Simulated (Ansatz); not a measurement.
SnO$_{2}$

```
CELL_PARAMETERS angstrom
3.47001 0.00000 0.00000
0.00000 3.47001 0.00000
0.00000 0.00000 5.14525
ATOMIC_POSITIONS crystal
Sn 0.00000 0.00000 0.00000
O 0.50000 0.50000 0.14773
O 0.50000 0.50000 0.85227
```

Space group P4/mmm; a structure generated by program, which may or may not match a known phase.

Method: DFT PBE, scalar-relativistic, plane waves, PAW (Ansatz).

### What will maps of the valence pseudo-density and electron localisation function show?

O–O (1.52 Å): the density is about 1.6 e/Å³ at the midpoint; the ELF peaks at about 0.65 between the atoms.
Sn–O (2.57 Å): ρ is about 0.24 e/Å³ halfway; the ELF is about 0.15 at the midpoint: no shared electron pair shows on this line.

### Does the calculation make it a metal, or give it a gap?

It is gapped, with a Kohn–Sham gap of 0.65 eV on the k-point mesh (the band edges may lie off the mesh, which would make the gap smaller).

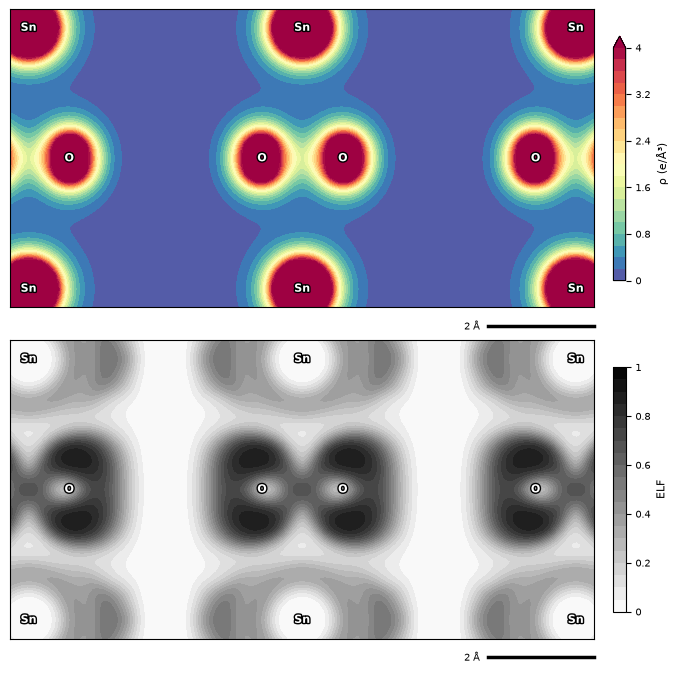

Computed valence pseudo-density and electron localisation function on the (11̄0) plane of the conventional cell, in this order. 

The density is the valence pseudo-density of a PAW calculation; it isn't the true density close to the nuclei.
